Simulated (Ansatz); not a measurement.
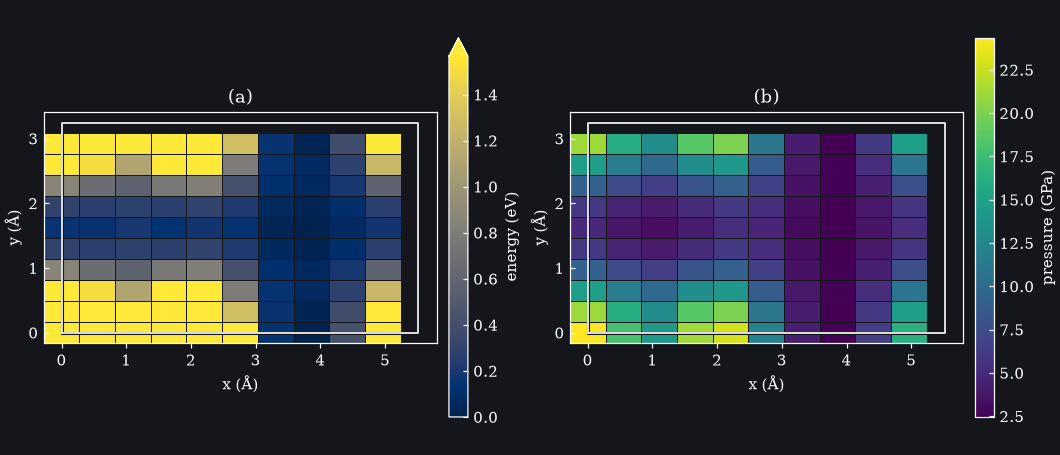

ZnO (P4_2/mnm phase) with one H guest (9 atoms in the cell). A guest moved over a lattice plane through the rigid host; the plane is (1 0 0) of the conventional cell, half-way across the widest gap between atomic layers, origin above O5. Places are given modulo a cell vector. The map is drawn in real space over the plane of the scan. Nothing is relaxed (host rigid, guest held in the plane). The scan uses a 10 × 10 grid; 60 points were computed and 40 follow by symmetry. Energies: eV per cell, counted from the lowest grid point. The calculation used Ansatz, DFT PBEsol, scalar-relativistic, plane waves, PAW. Settings: cutoff 420 eV, k-mesh 4×4×8, gaussian smearing 0.05 eV, no spin polarisation.

Panel (a) is the energy and panel (b) the computed pressure on the same grid.

The picture shows one coloured cell a grid point, the outline of one cell of the plane, one colour for all values above the top of the scale.

How does the pressure vary over the map, and what is it at the lowest grid point?

Answer. It runs from 2.5 GPa at (7/10, 5/10) of the cell vectors [nearest 1 Zn at 1.97 Å and 1 O at 1.97 Å] to 24.3 GPa at (0/10, 0/10) of the cell vectors [nearest 1 Zn at 1.00 Å and 1 O at 1.00 Å]. At the lowest grid point, (7/10, 5/10) of the cell vectors [nearest 1 Zn at 1.97 Å and 1 O at 1.97 Å], it is 2.5 GPa.

PAW datasets: the set soft_1.
